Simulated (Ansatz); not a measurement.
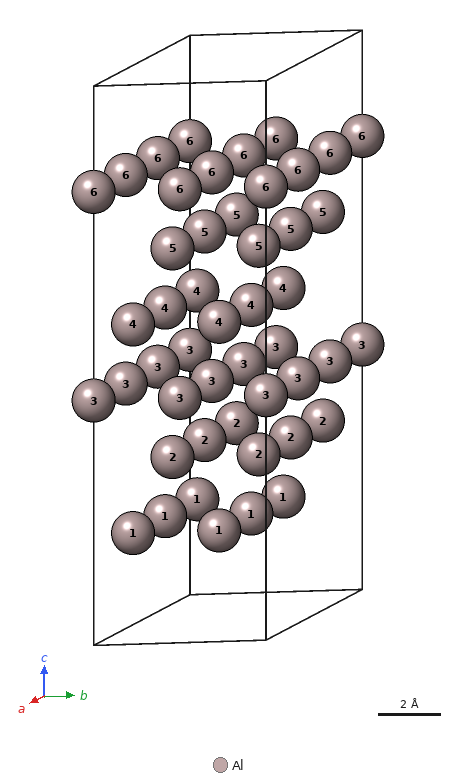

Figure 1. The structure as given in the input (spheres-only view of the 3 × 2 repeat of the cell, with the vacuum cut short, seen slightly off an axis; atoms are numbered from 1 in the order of the input).

Single-point calculation, with input and output: Al

- system: Al (slab, 6 atoms in the cell)
- method: DFT LDA, scalar-relativistic, plane waves, PAW, no spin polarisation (Ansatz 0.2.0)

The structure derives from an entry of the Crystallography Open Database. Figures and captions count atoms from 1; the log counts them from 0 in places.

### Input file
```yaml
crystal:
  lattice:
    - [2.8168441069, 0.0, 0.0]
    - [-1.4084220535, 2.4394585551, 0.0]
    - [0.0, 0.0, 26.4997179115]
  atoms:
    - { symbol: Al, position: [0.6666666667, 0.3333333333, 0.2830218806] }
    - { symbol: Al, position: [0.3333333333, 0.6666666667, 0.3698131284] }
    - { symbol: Al, position: [0.0, 0.0, 0.4566043761] }
    - { symbol: Al, position: [0.6666666667, 0.3333333333, 0.5433956239] }
    - { symbol: Al, position: [0.3333333333, 0.6666666667, 0.6301868716] }
    - { symbol: Al, position: [0.0, 0.0, 0.7169781194] }
basis:
  ecutwfc: 420
kpoints:
  mp_grid: { grid: [12, 12, 1] }
hamiltonian:
  xc: lda
scf:
  occupations: { method: gaussian, width: 0.1 }
output:
  forces: true
  stress: true
  eigenvalues: true
  write_density: true
  write_potential: true
  elf: true
  volumetric_format: npy
efield:
  axis: 3
  dipole_correction: true
```

Launched with:
```bash
ansatz run input.yaml --threads 1 --pin off --max-ram 2560MiB --backend cpu --events-out ev --progress --plain --runs-dir out
```

### What the program printed
```
Engine: ansatz 0.2.0, aarch64-unknown-linux-gnu
Pseudopotentials: kind: paw
Pseudopotential: Al, paw, valence charge 3, recommended cutoff 420 eV (normal), Al.paw.azcp
Functional definition: SPW92
  exchange = slater_x
  correlation = pw_c
Crystal: 6 atoms, lattice volume = 182.095 Å³
Basis set: ecut = 420 eV, 3581 PW (Γ)
Bands: 15, of which v1, the nominal top of the filled ones, is band 9 counted from 1 (8 counted from 0)
Symmetry: 6 space group operations
k-points: 19 of 144 (time reversal used)
Non-local potential: Al, projectors of the file, l = 0: 2, l = 1: 2, l = 2: 1
PAW form: soft (Blöchl's): semilocal exchange-correlation on the pseudo side does not see the compensation charge
PAW frozen core: Al, regenerated for the run's functional, and the local potential with it (the file was generated under x = pbe(κ = 0.804, μ = 0.2195149727645171), c = pbe(β = 0.06672455060314922))
PAW one-centre angular grid: Al, 110 points (default); XC on 64 Gauss nodes
Initial density: superposition of atomic densities (neutral atoms: chi_scale 0, normalization atom), corrected by the library's trained network
Initial wavefunctions: pseudopotential atomic-orbital guess
Functional: x = slater, c = lda
SCF iter   1: F=—  HF=-3076.463750 eV  |F-HF|=—  |Δ(HF+E_count)|=         —  Δρ=3.17e-3  dr2=2.39e-1  ethr=1.77e-3  p=0.000 e·Å  D=2.52e-14 V/Å  ΔV_dip=-0.00 eV  dr2_dipole=2.31e-6  V_vac-E_F(+/−)=4.36/4.36 eV  ⟨swp⟩=9.2  Hψ=2291  notcnv=0
efield: sawtooth ramp at fractional position 0.9500 (placed from the atoms, in the widest stretch of the axis that holds none; the zero of the levels goes with the place), width 0.1000; the density the first Hamiltonian is built on has a dipole p = 0.000 e·Å; the dipole correction subtracts the counter field D = 2.52e-14 V/Å, which shifts the + side's vacuum level by -0.00 eV against the − side's; the planar-averaged density in the ramp window peaks in size at 1.3e-4 e/Å³
preconditioner: auto → LDOS  [metal: Δε(μ)=0.016 eV  Ē_g=6.904 eV  σ=0.100 eV  W_gap=0.09  n_scr=14 (ndim 8)  ℏωp=11.7 eV  f_vac=0.389  D(μ)=3.73/eV (n_scr^D=16)  β→1.0]
SCF iter   2: F=—  HF=-3076.448635 eV  |F-HF|=—  |Δ(HF+E_count)|=   1.51e-2  Δρ=9.13e-4  dr2=4.67e-3  ethr=1.33e-3  p=-0.000 e·Å  D=-2.56e-4 V/Å  ΔV_dip=0.01 eV  dr2_dipole=1.28e-5  V_vac-E_F(+/−)=4.19/4.18 eV  ⟨swp⟩=1.3  Hψ=456  notcnv=0  defer=11
SCF iter   3: F=—  HF=-3076.448653 eV  |F-HF|=—  |Δ(HF+E_count)|=   1.78e-5  Δρ=3.17e-4  dr2=3.29e-3  ethr=2.59e-5  p=0.000 e·Å  D=2.47e-4 V/Å  ΔV_dip=-0.01 eV  dr2_dipole=1.67e-5  V_vac-E_F(+/−)=4.25/4.26 eV  ⟨swp⟩=2.6  Hψ=455  notcnv=0  defer=14
SCF iter   4: F=—  HF=-3076.448525 eV  |F-HF|=—  |Δ(HF+E_count)|=   1.28e-4  Δρ=8.47e-5  dr2=8.60e-5  ethr=1.83e-5  p=-0.000 e·Å  D=-9.63e-5 V/Å  ΔV_dip=0.00 eV  dr2_dipole=2.27e-6  V_vac-E_F(+/−)=4.23/4.23 eV  ⟨swp⟩=1.5  Hψ=290  notcnv=0  defer=14
SCF iter   5: F=—  HF=-3076.448527 eV  |F-HF|=—  |Δ(HF+E_count)|=   2.80e-6  Δρ=2.52e-5  dr2=3.29e-6  ethr=4.78e-7  p=0.000 e·Å  D=3.52e-5 V/Å  ΔV_dip=-0.00 eV  dr2_dipole=6.63e-7  V_vac-E_F(+/−)=4.23/4.24 eV  ⟨swp⟩=2.2  Hψ=387  notcnv=0  defer=14
SCF iter   6: F=—  HF=-3076.448528 eV  |F-HF|=—  |Δ(HF+E_count)|=   8.99e-7  Δρ=8.26e-6  dr2=3.82e-7  ethr=1.83e-8  p=-0.000 e·Å  D=-1.63e-5 V/Å  ΔV_dip=0.00 eV  dr2_dipole=3.89e-8  V_vac-E_F(+/−)=4.24/4.24 eV  ⟨swp⟩=2.3  Hψ=442  notcnv=0  defer=14
SCF iter   7: F=-3076.448528 eV  HF=-3076.448528 eV  |F-HF|=5.51e-8  |Δ(HF+E_count)|=   1.32e-7  Δρ=2.37e-6  dr2=6.23e-8  ethr=5.56e-10  p=0.000 e·Å  D=4.51e-6 V/Å  ΔV_dip=-0.00 eV  dr2_dipole=1.09e-8  V_vac-E_F(+/−)=4.24/4.24 eV  ⟨swp⟩=17.6  Hψ=2625  notcnv=0
SCF 1 converged in 7 iterations: F = -3076.448528 eV  dr2 = 6.23e-8
  greatest PAW one-centre occupation: 0.475 electrons in one spin orbital (limit 2), on the Al atom at site 5 (counted from 0), in its partial waves of l = 0
```

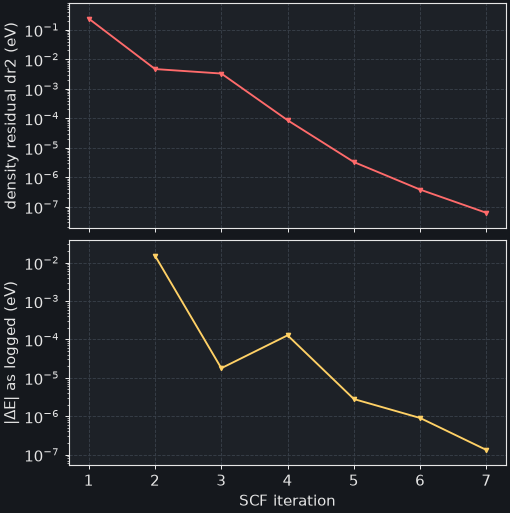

Figure 2. Convergence of the self-consistent field: density residual dr2 and size of the energy change against the SCF iteration. The residual falls at every step.

```
WARN: The output density's exchange-correlation potential varies sharply where the density is thin. Do not read a vacuum level from v_tot or v_xc, or from such a field of the output density. On a cell that repeats whose density bears no net charge and no dipole along the vacuum's axis use v_es (v_loc + v_h of the components); under efield.dipole_correction with no amplitude use v_es + v_field, which holds any external_charges[].barrier, or the levels of the report's work_function block, which leave it out; under a non-zero efield.amplitude the vacuum is tilted and has no level; on a cell that repeats and bears such a dipole with no correction it is tilted too, and efield.dipole_correction with no amplitude gives each side of its ramp a level where efield: is served; in a cell that repeats whose density bears a net charge (total_charge, or a fill off its count) it is curved and has none; of a slab under crystal.periodic whose density bears no net charge use v_es, which has a level on each side, short of where the two are joined; of another it falls or rises all the way out and has none; of a slab beside external_charges read slab_vacuum_level instead, which it has where they leave it neutral. The grid or the basis barely resolves most such structure, and the values can differ between equally converged runs; as a rule a tighter scf.convergence.dr2_threshold does not remove it. Where the density itself ripples (under the LDA too) a higher basis.ecutwfc lessens it. The files hold the spikes' plane waves up to the density's cutoff. Files: v_tot_of_output_density and the like, and their columns of v_z.tsv (output.write_potential); v_xc_of_output_density and the like, and their columns of v_comp_z.tsv (output.write_potential_components). Measured: with its Gaussian average of σ = 0.25 Å subtracted twice, the exchange-correlation potential is over 0.1 eV at 133 of the grid points where the equally averaged density (valence and model cores) is under 1e-3 e/Å³, and 0.191 eV at the most among them, at an averaged density of 9.6e-6 e/Å³. The input density's (outcome.potential() and, of a run that writes arrays, v_tot and v_xc) is over 0.1 eV, so measured, at 142 points of its own thin density, 0.196 eV at the most. See output.write_potential in the manual, Limitations
SCF converged after 7 iterations
Free energy (F): -3076.448528 eV
Harris-Foulkes:  -3076.448528 eV  (|F-HF|=5.51e-8)
Internal energy: -3076.427969 eV  (E = F + TS)
E sigma→0 (E₀):  -3076.438249 eV
Entropy (-TS):   -0.020559 eV (-3.426 meV/atom)
Fermi energy:    2.236039 eV
Dipole field:    D = -0.000143 V/Å  (p = -0.000144 e·Å, saw-weighted, corrected)
Work function:   Φ+ = 4.2370 eV   Φ− = 4.2332 eV
Levels:          The Fermi level and band energies are counted from a zero that moves with the ramp; work functions are not
--- Per-component energies (eV) ---
  E_band       = -36.381650
  E_kinetic    = 137.047836
  E_local      = -4293.660348  (includes V_loc(G=0)·N_el)
  E_nonlocal   = 66.769014
  E_hartree    = 2126.247157
  E_xc         = -235.391372
  E_vxc        = -174.895984  (∫ρ·V_xc dr)
  E_paw        = -2659.739665  (= ΣΔE_a)
  E_vpaw       = -24.126447  (= ΣTr[D̂ρ^β])
  E_aug_tail   = -0.000024  (compensation charges beyond the density's cutoff)
  E_efield     = 0.000000  (sawtooth field / dipole correction)
  E_vefield    = 0.000000  (∫n·V_field dr)
  E_ewald      = 1781.965134
  E_core_change = 0.334299  (= ΣΔE_core)
  E_smearing   = -0.020559  (= −TS)
  E_closure    = 0.000000  (closes the sum)
  Σ components = -3076.448528   (vs F -3076.448528, Δ=0.00e0)
--- Forces (eV/Å), atoms counted from 1 ---
  atom   1  Al     0.00000000    -0.00000000    -0.05796232
  atom   2  Al     0.00000000    -0.00000000     0.12154547
  atom   3  Al     0.00000000    -0.00000000    -0.03924446
  atom   4  Al     0.00000000     0.00000000     0.03926188
  atom   5  Al    -0.00000000     0.00000000    -0.12158544
  atom   6  Al    -0.00000000     0.00000000     0.05801919
  max |Σ_I F_I| component: 3.43e-5 eV/Å
--- Stress (GPa, compression-positive) ---
       -0.782703       0.000000       0.000000
        0.000000      -0.782703      -0.000000
        0.000000       0.000000      -0.073324
  P = ⅓ Tr σ = -0.5462 GPa (-5.462 kbar)
--- Band table (eV; the first three rows and the last of 19) ---
  k-point 0: bands = ["-8.8780", "-8.3805", "-7.5515", "-6.4041", "-4.9692", "-3.2462", "-1.5054", "0.6176", "2.7286", "4.6261", "5.8395", "6.8225", "6.9577", "8.8386", "8.8933"]
  k-point 1: bands = ["-8.7060", "-8.2090", "-7.3809", "-6.2346", "-4.8009", "-3.0778", "-1.3450", "0.7779", "2.8863", "4.7833", "6.0052", "6.9842", "7.1222", "8.9757", "9.0434"]
  k-point 2: bands = ["-8.1913", "-7.6960", "-6.8705", "-5.7276", "-4.2976", "-2.5753", "-0.8645", "1.2545", "3.3479", "5.2265", "6.4688", "7.3181", "7.5659", "7.7692", "8.1019"]
  k-point 18: bands = ["-0.8815", "-0.8815", "-0.8811", "-0.4628", "-0.4628", "-0.3181", "0.1902", "0.4108", "0.4108", "0.9417", "1.6421", "1.6421", "3.1793", "3.1794", "3.4341"]
```

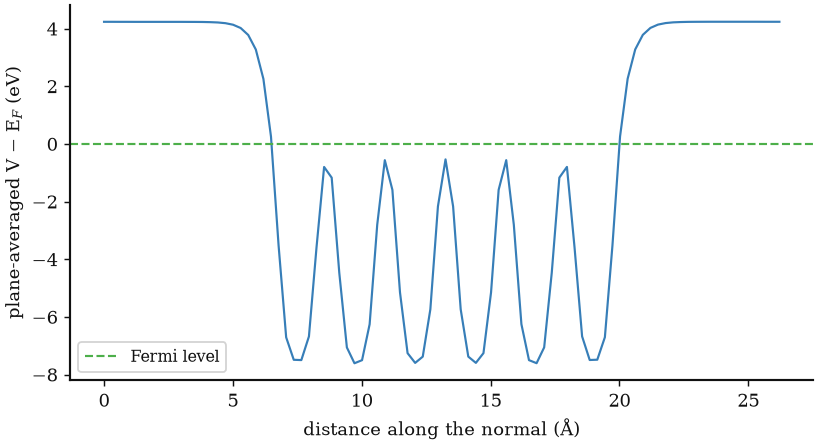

Figure 3. Plane average of the electrostatic potential energy of an electron across the cell, from the Fermi level. The vacuum level lies 4.24 eV above the Fermi level.

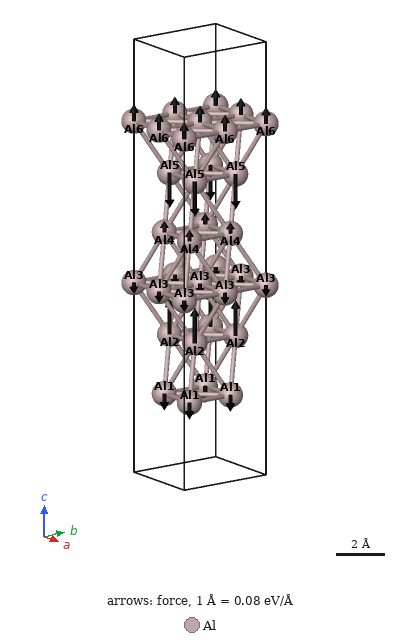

Figure 4. Forces on the atoms as black arrows (ball-and-stick view of the 2 × 2 repeat of the cell, with the vacuum cut short, seen slightly off an axis; atoms are numbered from 1 in the order of the input). The largest act on Al2, Al5 (0.12 eV/Å); Al1, Al6 (0.06 eV/Å); Al3, Al4 (0.04 eV/Å). The geometry is not a stationary point of this energy.

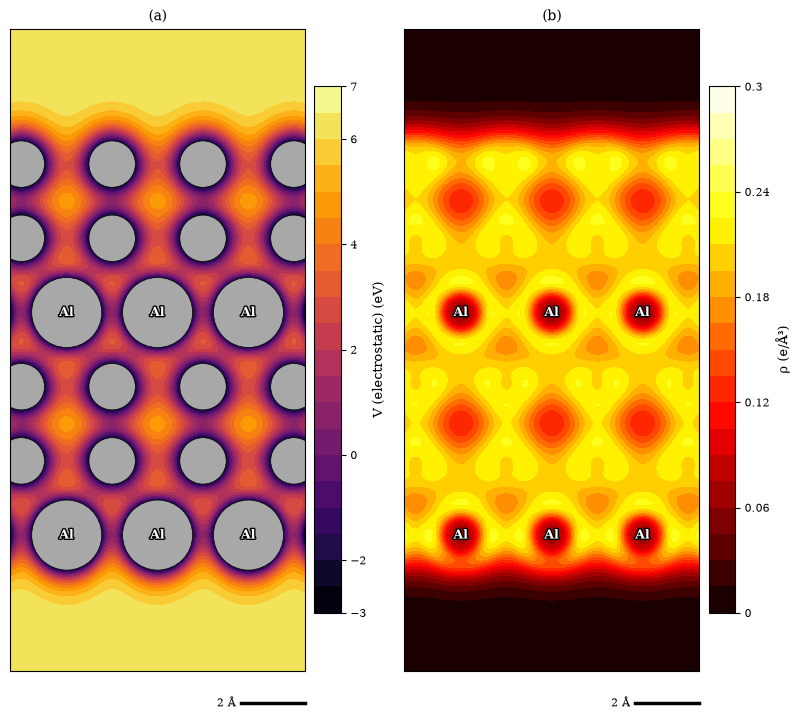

Figure 5. (a) electrostatic potential (local pseudopotential plus Hartree) felt by an electron; (b) valence charge density (pseudo) on the (010) plane of the calculation cell, a cut from vacuum to vacuum. Grey discs, where drawn, cover atomic cores. Atoms in the plane: Al. Al–Al (2.82 Å): the density is about 0.21 e/Å³ at the midpoint. The density dies away to nearly zero in the vacuum. Core electrons are frozen (PAW), so the fields are smoothed inside the atomic spheres.

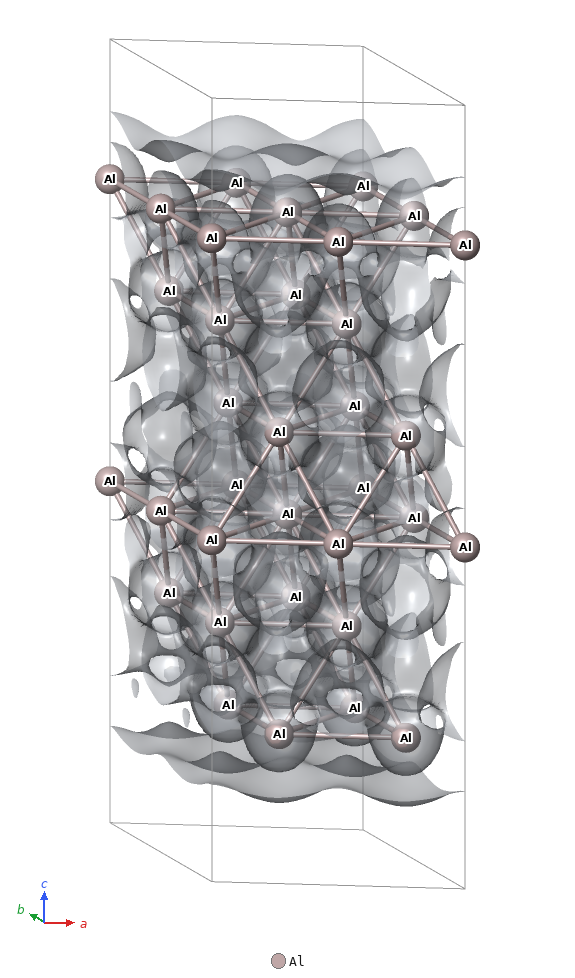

Figure 6. Isosurface of the ELF at 0.55 (grey), seen slightly off an axis. Only the valence region is drawn (cores and ρ < 0.01 e/Å³ removed). Sticks mark near contacts. Counts are for one cell; the picture repeats the cell along the surface. Profiles from the grid: Al–Al (2.82 Å): the ELF peaks at about 0.65 between the atoms.

### Summary

- outcome: converged
- electrons treated: 18
- free energy: −3076.4485 eV
- work function, top face: 4.24 eV
- work function, bottom face: 4.23 eV
- Fermi energy: 2.236 eV
- gap on the k-point mesh: none (metallic)
- work function (upper face): 4.24 eV
- largest force (length of the vector): 0.122 eV/Å
- hardware: 1 thread of Arm Neoverse V1, 24 GiB of memory available, shared host
- wall time: 7.2 s
- peak memory: 0.32 GiB

The program warns: the exchange-correlation potential is rough where the density is thin.
